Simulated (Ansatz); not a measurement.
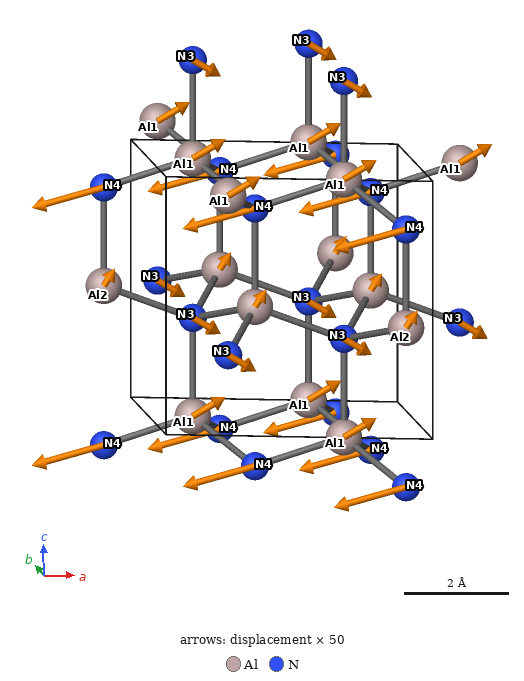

This is a relaxation of solid AlN (set up in Cm). The starting structure is drawn; orange arrows show the displacements (the part carried along by the change of the cell is left out), magnified 50 times.

The picture is a ball-and-stick view of the conventional cell (2 times the calculation's cell), seen slightly off an axis. Lengths and directions refer to the drawn axes.

Case: film's bulk on the substrate's plane, third vector and atoms relaxed.

Computed with DFT PBE, scalar-relativistic, plane waves, PAW in Ansatz 0.2.0.

The input:
```yaml
crystal:
  lattice:
    - [3.2184289305, 0.0, 0.0]
    - [-1.6092144652, 5.9378516464, 0.0]
    - [-1.6092144652, -1.3414550329, 2.2896324003]
  atoms:
    - { symbol: Al, position: [0.6683953842, 0.0017287175, 0.3350620508] }
    - { symbol: Al, position: [0.8350620508, 0.5017287175, 0.1683953842] }
    - { symbol: "N", position: [0.0499379492, 0.3832712825, 0.7166046158] }
    - { symbol: "N", position: [0.2166046158, 0.8832712825, 0.5499379492] }
basis:
  ecutwfc: 420
kpoints:
  mp_grid: { grid: [9, 5, 11] }
hamiltonian:
  xc: pbe
scf:
  occupations: { method: gaussian, width: 0.02 }
output:
  forces: true
  stress: true
  eigenvalues: true
relax:
  adjacent_minimum: "off"
  f_tol: 0.01
  max_steps: 50
  cell: { fix: [a, b, gamma], stress_tol: 0.1 }
```

Command:
```bash
ansatz run input.yaml --threads 4 --pin off --max-ram 10240MiB --backend cpu --events-out ev --progress --plain --runs-dir out
```

Q: What did the optimiser do to the structure, and how much energy did it gain?

A: N4 moves most relative to the cell: 0.030 Å along [−3 0 −1]. Largest moves by element: N 0.030 Å, Al 0.015 Å. The drawn cell changes as follows: a 5.307 → 5.381 Å (+1.4 %), b unchanged at 3.218 Å, c 5.135 → 5.148 Å (+0.3 %), β 93.9° → 93.1°; the volume changes by +1.7 %. Among the contacts that change: Al1–N4 1.831 → 1.907 Å, Al2–N3 1.909 → 1.937 Å, Al1–N4 (another image) 1.953 → 1.942 Å, Al1–N3 1.959 → 1.950 Å. The space group stays Cm (No. 8). Over 4 accepted moves (6 points after the start) the energy falls by 10.6 meV per atom. The largest force component goes from 0.98 to 0.00059 eV/Å. Pressure: −4.37 GPa at the start and −7.86 GPa at the end. At 2 points the geometry stayed and the basis and grid were re-selected for the new cell (energy shift of 0.7 meV per atom at most each time). Cost: 2.4 min on 4 threads of Intel(R) Xeon(R) Processor @ 2.50GHz (Skylake/Cascade Lake), with other jobs on the host, peak memory 0.54 GiB.
